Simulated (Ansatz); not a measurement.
Geometry relaxation of SnO (part 3 of 3)

SnO (Pm-3m, 2 atoms in the cell); DFT PBE+D3(BJ), scalar-relativistic, plane waves, PAW, no spin polarisation (Ansatz 0.2.0); cutoff 420 eV, 4×4×4 k-mesh, Gaussian smearing of 0.1 eV. The structure derives from an entry of the Crystallography Open Database. It belongs to a series of runs on one base structure; here: 3 of 3 Ca taken out, relaxed.

Geometry of the input (Å; fractional positions):
```
4.7801  0.0000  0.0000
0.0000  4.7801  0.0000
0.0000  0.0000  4.7801
Sn 0.0000  0.0000  0.0000
O  0.5000  0.5000  0.5000
```

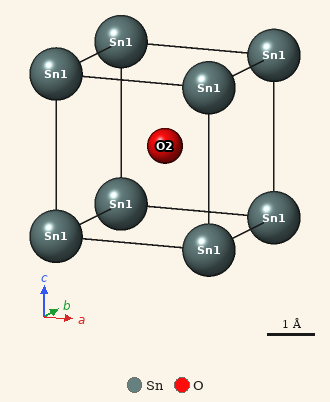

Fig. 1: The geometry at step 6 of the log (ball-and-stick view of the cell of the calculation, seen slightly off an axis; atoms are numbered from 1 in the order of the input).

The program's output, continued:
```
SCF iter   1: F=—  HF=-6590.712300 eV  |F-HF|=—  |Δ(HF+E_count)|=         —  Δρ=1.08e-4  dr2=2.31e-6  ethr=1.89e-8  ⟨swp⟩=2.3  Hψ=902  notcnv=0
preconditioner: auto → none  [insulator: Δε(μ)=0.489 eV  Ē_g=20.101 eV  σ=0.100 eV  W_gap=1.00  n_scr=6 (ndim 8)  ℏωp=30.3 eV  f_vac=0.000  D(μ)=0.00/eV (n_scr^D=0)  ε∞_Penn≈3.3]
SCF iter   2: F=—  HF=-6590.712308 eV  |F-HF|=—  |Δ(HF+E_count)|=   7.26e-6  Δρ=4.15e-5  dr2=2.98e-7  ethr=1.16e-8  ⟨swp⟩=3.0  Hψ=240  notcnv=0
iter 3 did not close the SCF: its close was put off for the readings that it lacked (scf_convergence_deferred on its scf_iter line)
SCF iter   3: F=-6590.712308 eV  HF=-6590.712308 eV  |F-HF|=6.97e-9  |Δ(HF+E_count)|=   5.11e-8  Δρ=6.93e-6  dr2=9.29e-9  ethr=1.49e-9  ⟨swp⟩=2.0  Hψ=188  notcnv=0
iter 4 did not close the SCF: its close was put off for the readings that it lacked (scf_convergence_deferred on its scf_iter line)
SCF iter   4: F=-6590.712308 eV  HF=-6590.712308 eV  |F-HF|=2.55e-10  |Δ(HF+E_count)|=   8.12e-9  Δρ=1.69e-6  dr2=5.93e-10  ethr=4.64e-11  ⟨swp⟩=2.9  Hψ=255  notcnv=0
iter 5 did not close the SCF: its close was put off for the readings that it lacked (scf_convergence_deferred on its scf_iter line)
SCF iter   5: F=-6590.712308 eV  HF=-6590.712308 eV  |F-HF|=9.09e-12  |Δ(HF+E_count)|=  4.14e-10  Δρ=2.22e-7  dr2=1.67e-11  ethr=2.96e-12  ⟨swp⟩=2.1  Hψ=180  notcnv=0
SCF iter   6: F=-6590.712308 eV  HF=-6590.712308 eV  |F-HF|=1.82e-12  |Δ(HF+E_count)|=  9.09e-13  Δρ=1.23e-8  dr2=1.73e-14  ethr=1.00e-12  ⟨swp⟩=1.0  Hψ=320  notcnv=0
SCF 12 converged in 6 iterations: F = -6590.712308 eV  dr2 = 1.73e-14
relax step  12: F+E_penalty+E_count = -6590.71230773 eV  Δ(F+E_penalty+E_count) = -3.134e-4 eV  max|allowed force component| = 1.545e-30 eV/Å  Δτ_max = 0.0000 Å  P = +0.011 GPa  Ω = 29.979 Å³  energy of the carried Pulay correction = +2.442e-4 eV  (6 SCF iters, dr2 threshold 2.00e-7 eV, accepted)
iter 1 solved again at ethr=8.09e-8 eV; its pass at ethr=3.10e-3 eV (dr2=1.62e-5 eV) is discarded
SCF iter   1: F=—  HF=-6590.712298 eV  |F-HF|=—  |Δ(HF+E_count)|=         —  Δρ=7.95e-7  dr2=1.43e-10  ethr=8.09e-8  ⟨swp⟩=2.9  Hψ=1086  notcnv=0
eigensolver tolerance schedule: the retry pair's looser diagonalisation over-reported the residual by 112944.97 of it (diagonalisation noise at an unbounded share of the residual, at the tolerance the schedule requests for it); recorded, not acted on — ethr = c·dr2/N_el stays at c = 1.0e-1
SCF iter   2: F=—  HF=-6590.712308 eV  |F-HF|=—  |Δ(HF+E_count)|=   9.29e-6  Δρ=5.05e-7  dr2=5.94e-11  ethr=1.00e-12  ⟨swp⟩=3.0  Hψ=311  notcnv=0
iter 3 did not close the SCF: its close was put off for the readings that it lacked (scf_convergence_deferred on its scf_iter line)
SCF iter   3: F=-6590.712308 eV  HF=-6590.712308 eV  |F-HF|=1.27e-11  |Δ(HF+E_count)|=  1.73e-11  Δρ=2.96e-7  dr2=2.06e-11  ethr=1.00e-12  ⟨swp⟩=1.0  Hψ=140  notcnv=0
iter 4 did not close the SCF: its close was put off for the readings that it lacked (scf_convergence_deferred on its scf_iter line)
SCF iter   4: F=-6590.712308 eV  HF=-6590.712308 eV  |F-HF|=2.73e-12  |Δ(HF+E_count)|=    0.00e0  Δρ=1.84e-7  dr2=7.77e-12  ethr=1.00e-12  ⟨swp⟩=1.0  Hψ=140  notcnv=0
iter 5 did not close the SCF: its close was put off for the readings that it lacked (scf_convergence_deferred on its scf_iter line)
SCF iter   5: F=-6590.712308 eV  HF=-6590.712308 eV  |F-HF|=1.82e-12  |Δ(HF+E_count)|=  1.82e-12  Δρ=1.39e-7  dr2=4.41e-12  ethr=1.00e-12  ⟨swp⟩=1.0  Hψ=140  notcnv=0
iter 6 did not close the SCF: its close was put off for the readings that it lacked (scf_convergence_deferred on its scf_iter line)
SCF iter   6: F=-6590.712308 eV  HF=-6590.712308 eV  |F-HF|=2.73e-12  |Δ(HF+E_count)|=  3.64e-12  Δρ=8.75e-8  dr2=1.74e-12  ethr=1.00e-12  ⟨swp⟩=1.0  Hψ=140  notcnv=0
SCF iter   7: F=-6590.712308 eV  HF=-6590.712308 eV  |F-HF|=0.00e0  |Δ(HF+E_count)|=  3.64e-12  Δρ=2.82e-8  dr2=1.81e-13  ethr=1.00e-12  ⟨swp⟩=1.1  Hψ=323  notcnv=0
SCF 13 converged in 7 iterations: F = -6590.712308 eV  dr2 = 1.81e-13
relax step  13: F+E_penalty+E_count = -6590.71230773 eV  Δ(F+E_penalty+E_count) = +0.000e0 eV  max|allowed force component| = 1.841e-30 eV/Å  Δτ_max = 0.0000 Å  P = -0.000 GPa  Ω = 29.979 Å³  stress off target by 2.12e-4 GPa  SCF on the basis re-selected at this cell (its energy is not comparable with the rows above)  (7 SCF iters)
```

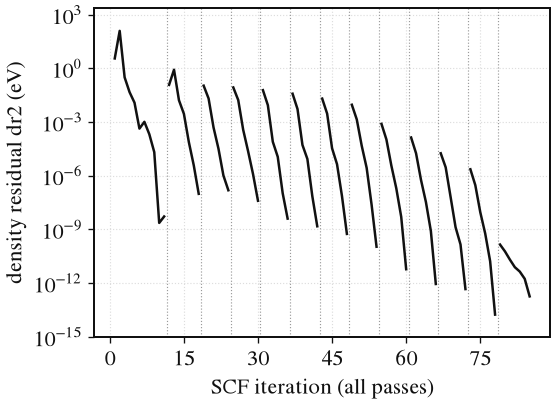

Fig. 2: Convergence of the self-consistent field: density residual dr2 against the SCF iteration. The dotted lines part the SCF passes of the relaxation: geometry steps, rejected trials and re-solves on a re-selected basis. The 13 passes take 6 to 11 iterations each, 85 in all.

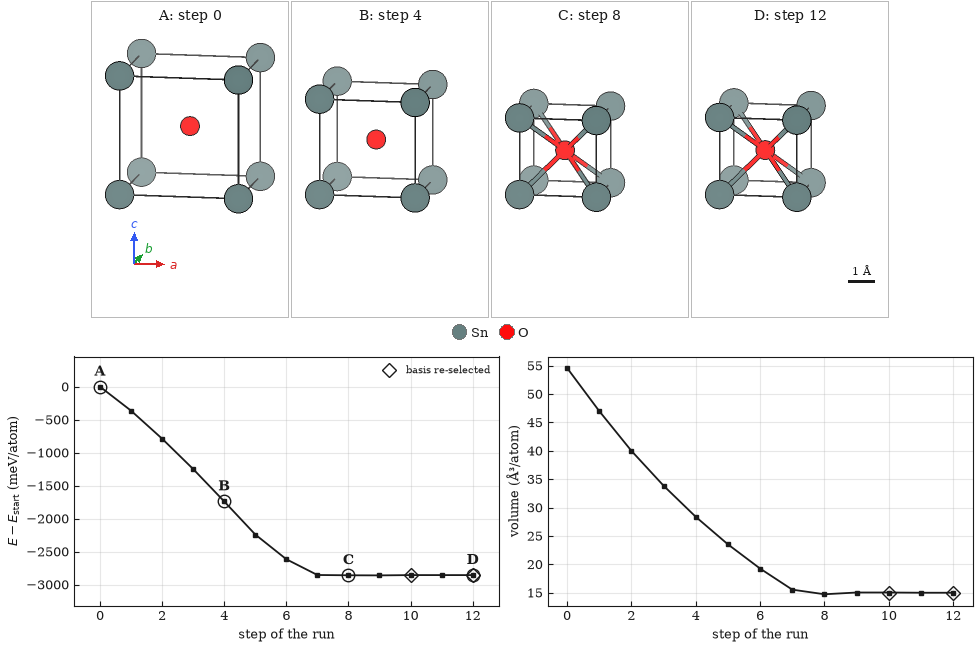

Fig. 3: Frames of the relaxation (ball-and-stick view of the cell of the calculation, seen slightly off an axis) above the curves, on which the letters mark them (the first geometry is step 0 here and step 1 in the log).

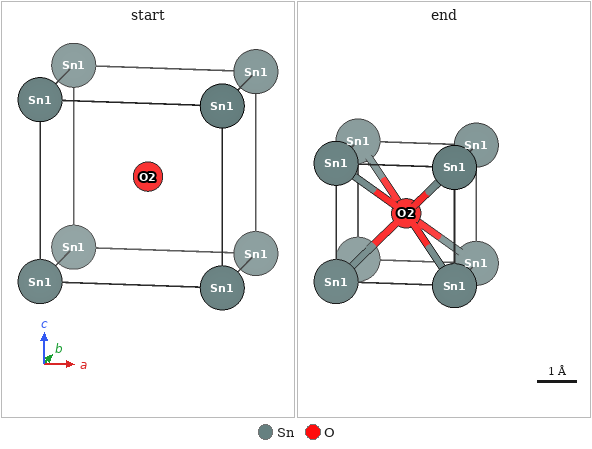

Fig. 4: Before (left) and after (right) the relaxation, at one scale (ball-and-stick view of the cell of the calculation, seen slightly off an axis). Over 10 geometry steps the energy falls by 2856 meV per atom. All forces vanish by symmetry, so only the cell relaxes. The pressure goes from −6.70 to 0.00 GPa. The basis was re-selected once at an unchanged geometry, which shifts the energy a little without any move. No atom moves by more than 0.005 Å relative to the cell. The volume changes by −72.6 %, with a = b = c 4.780 → 3.107 Å (−35.0 %). Distances before and after: Sn1–O2 4.140 → 2.690 Å. The space group stays Pm-3m (No. 221). The energy change given includes the shifts at the re-selections in mid-walk, which come without any move. A last SCF at the same geometry on a re-selected plane-wave basis shifts the energy by next to nothing (0.0 meV per atom). (Atoms are counted from 1 in the order of the input.)

```
basis re-selected at this cell: Δ(F+E_penalty+E_count) = +0.000e0 eV, ΔP = -0.012 GPa vs the last step (what re-selecting the basis moved, of the pressure what is left beyond the Pulay correction that the steps carried, after the strain that the cell walked since its last selection, with what the two solves' SCF thresholds leave and, on support functions, any second-order correction that the steps lacked; it is no measure of the basis error at this ecutwfc). This SCF's stress stands 2.12e-4 GPa from its target on what of the cell is left free (relax.cell.stress_tol is 2.40e-1 GPa) and its largest allowed force component is 1.84e-30 eV/Å (relax.f_tol is 3.25e-2 eV/Å): within both
SCF converged after 7 iterations
Free energy (F): -6590.712308 eV
Harris-Foulkes:  -6590.712308 eV  (|F-HF|=0.00e0)
Internal energy: -6590.712286 eV  (E = F + TS)
E sigma→0 (E₀):  -6590.712297 eV
Entropy (-TS):   -0.000022 eV (-0.011 meV/atom)
Fermi energy:    11.417281 eV
--- Per-component energies (eV) ---
  E_band       = -45.993401
  E_kinetic    = 358.496042
  E_local      = -912.698255  (includes V_loc(G=0)·N_el)
  E_nonlocal   = 15.039853
  E_hartree    = 533.832381
  E_xc         = -457.733247
  E_vxc        = -191.514179  (∫ρ·V_xc dr)
  E_paw        = -4289.247298  (= ΣΔE_a)
  E_vpaw       = -382.983935  (= ΣTr[D̂ρ^β])
  E_aug_tail   = 0.002322  (compensation charges beyond the density's cutoff)
  E_ewald      = -1837.849447
  E_disp       = -0.554637  (pairwise vdW)
  E_smearing   = -0.000022  (= −TS)
  E_closure    = -0.000000  (closes the sum)
  Σ components = -6590.712308   (vs F -6590.712308, Δ=0.00e0)
--- Forces (eV/Å), atoms counted from 1 ---
  atom   1  Sn    -0.00000000     0.00000000    -0.00000000
  atom   2  O      0.00000000     0.00000000     0.00000000
  max |Σ_I F_I| component: 2.63e-30 eV/Å
--- Stress (GPa, compression-positive) ---
       -0.000212       0.000000       0.000000
        0.000000      -0.000212       0.000000
        0.000000       0.000000      -0.000212
  P = ⅓ Tr σ = -0.0002 GPa (-0.002 kbar)
--- Band table (eV; the first three rows and the last of 10) ---
  k-point 0: bands = ["-10.0849", "-10.0849", "-9.7116", "-9.7116", "-9.7116", "-6.3987", "4.1986", "9.1403", "9.1403", "9.1403", "19.7443", "19.7443", "19.8059", "19.8059"]
  k-point 1: bands = ["-10.0766", "-9.9501", "-9.7588", "-9.7588", "-9.7076", "-6.0649", "3.5023", "9.4614", "9.4995", "9.4995", "15.1449", "19.4308", "19.4308", "20.4968"]
  k-point 2: bands = ["-10.0682", "-9.8152", "-9.8056", "-9.8056", "-9.7037", "-5.6806", "2.7462", "9.8983", "9.8983", "10.6192", "12.1726", "18.9212", "18.9212", "22.7499"]
  k-point 9: bands = ["-9.9165", "-9.9165", "-9.9165", "-9.6305", "-9.6305", "-4.9824", "8.3317", "8.3317", "8.3317", "10.4482", "11.6525", "11.6525", "11.6525", "24.1226"]
--- Relaxed structure (11 steps of the walk, 11 accepted, 2 SCFs on fresh bases) ---
  F+E_penalty+E_count = -6590.71230773 eV   max|allowed force component| = 1.841e-30 eV/Å   (the final SCF, on the basis selected at the relaxed cell)
  cell:  # Å, volume = 29.9792 Å³
    - [3.106512834782547, 3.3784021107792765e-33, -8.514215295811904e-33]
    - [6.973471340302117e-33, 3.106512834782546, 2.5679065925163148e-34]
    - [-7.487052658805378e-33, 0.0, 3.106512834782547]
  atoms:
    - { symbol: Sn, position: [-1.1079917057335279e-34, -9.233264214423332e-36, -1.0072651870292941e-35] }
    - { symbol: O, position: [0.5, 0.5, 0.5] }
```

Trajectory as extended XYZ (Å, eV, eV/Å), 13 frames, from step=1 to step=13:
```
2
Lattice="4.7801 0.0000 0.0000 0.0000 4.7801 0.0000 0.0000 0.0000 4.7801" Properties=species:S:1:pos:R:3:forces:R:3 step=1 energy=-6584.99970 pressure_GPa=-6.70
Sn    0.0000    0.0000    0.0000    0.0000   0.0000   0.0000
O     2.3900    2.3900    2.3900    0.0000   0.0000   0.0000
2
Lattice="4.5471 0.0000 0.0000 0.0000 4.5471 0.0000 0.0000 0.0000 4.5471" Properties=species:S:1:pos:R:3:forces:R:3 step=2 energy=-6585.72757 pressure_GPa=-8.48
Sn    0.0000    0.0000    0.0000    0.0000   0.0000   0.0000
O     2.2735    2.2735    2.2735    0.0000   0.0000   0.0000
2
Lattice="4.3088 0.0000 0.0000 0.0000 4.3088 0.0000 0.0000 0.0000 4.3088" Properties=species:S:1:pos:R:3:forces:R:3 step=3 energy=-6586.57646 pressure_GPa=-10.72
Sn    0.0000    0.0000    0.0000    0.0000   0.0000   0.0000
O     2.1544    2.1544    2.1544    0.0000   0.0000   0.0000
2
Lattice="4.0758 0.0000 0.0000 0.0000 4.0758 0.0000 0.0000 0.0000 4.0758" Properties=species:S:1:pos:R:3:forces:R:3 step=4 energy=-6587.49676 pressure_GPa=-12.93
Sn    0.0000    0.0000    0.0000    0.0000   0.0000   0.0000
O     2.0379    2.0379    2.0379    0.0000   0.0000   0.0000
2
Lattice="3.8428 0.0000 0.0000 0.0000 3.8428 0.0000 0.0000 0.0000 3.8428" Properties=species:S:1:pos:R:3:forces:R:3 step=5 energy=-6588.47894 pressure_GPa=-15.66
Sn    0.0000    0.0000    0.0000    0.0000   0.0000   0.0000
O     1.9214    1.9214    1.9214    0.0000   0.0000   0.0000
2
Lattice="3.6097 0.0000 0.0000 0.0000 3.6097 0.0000 0.0000 0.0000 3.6097" Properties=species:S:1:pos:R:3:forces:R:3 step=6 energy=-6589.48182 pressure_GPa=-17.05
Sn    0.0000    0.0000    0.0000    0.0000   0.0000   0.0000
O     1.8049    1.8049    1.8049    0.0000   0.0000   0.0000
2
Lattice="3.3767 0.0000 0.0000 0.0000 3.3767 0.0000 0.0000 0.0000 3.3767" Properties=species:S:1:pos:R:3:forces:R:3 step=7 energy=-6590.23134 pressure_GPa=-13.80
Sn    0.0000    0.0000    0.0000    0.0000   0.0000   0.0000
O     1.6884    1.6884    1.6884    0.0000   0.0000   0.0000
2
Lattice="3.1437 0.0000 0.0000 0.0000 3.1437 0.0000 0.0000 0.0000 3.1437" Properties=species:S:1:pos:R:3:forces:R:3 step=8 energy=-6590.70939 pressure_GPa=-3.05
Sn    0.0000    0.0000    0.0000    0.0000   0.0000   0.0000
O     1.5718    1.5718    1.5718    0.0000   0.0000   0.0000
2
Lattice="3.0879 0.0000 0.0000 0.0000 3.0879 0.0000 0.0000 0.0000 3.0879" Properties=species:S:1:pos:R:3:forces:R:3 step=9 energy=-6590.71794 pressure_GPa=2.30
Sn    0.0000    0.0000    0.0000    0.0000   0.0000   0.0000
O     1.5439    1.5439    1.5439    0.0000   0.0000   0.0000
2
Lattice="3.1093 0.0000 0.0000 0.0000 3.1093 0.0000 0.0000 0.0000 3.1093" Properties=species:S:1:pos:R:3:forces:R:3 step=10 energy=-6590.72122 pressure_GPa=-0.01
Sn    0.0000    0.0000    0.0000    0.0000   0.0000   0.0000
O     1.5547    1.5547    1.5547    0.0000   0.0000   0.0000
2
Lattice="3.1093 0.0000 0.0000 0.0000 3.1093 0.0000 0.0000 0.0000 3.1093" Properties=species:S:1:pos:R:3:forces:R:3 step=11 energy=-6590.71199 pressure_GPa=-0.28
Sn    0.0000    0.0000    0.0000    0.0000   0.0000   0.0000
O     1.5547    1.5547    1.5547    0.0000   0.0000   0.0000
2
Lattice="3.1065 0.0000 0.0000 0.0000 3.1065 0.0000 0.0000 0.0000 3.1065" Properties=species:S:1:pos:R:3:forces:R:3 step=12 energy=-6590.71231 pressure_GPa=0.01
Sn    0.0000    0.0000    0.0000    0.0000   0.0000   0.0000
O     1.5533    1.5533    1.5533    0.0000   0.0000   0.0000
2
Lattice="3.1065 0.0000 0.0000 0.0000 3.1065 0.0000 0.0000 0.0000 3.1065" Properties=species:S:1:pos:R:3:forces:R:3 step=13 energy=-6590.71231 pressure_GPa=-0.00
Sn    0.0000    0.0000    0.0000    0.0000   0.0000   0.0000
O     1.5533    1.5533    1.5533    0.0000   0.0000   0.0000
```
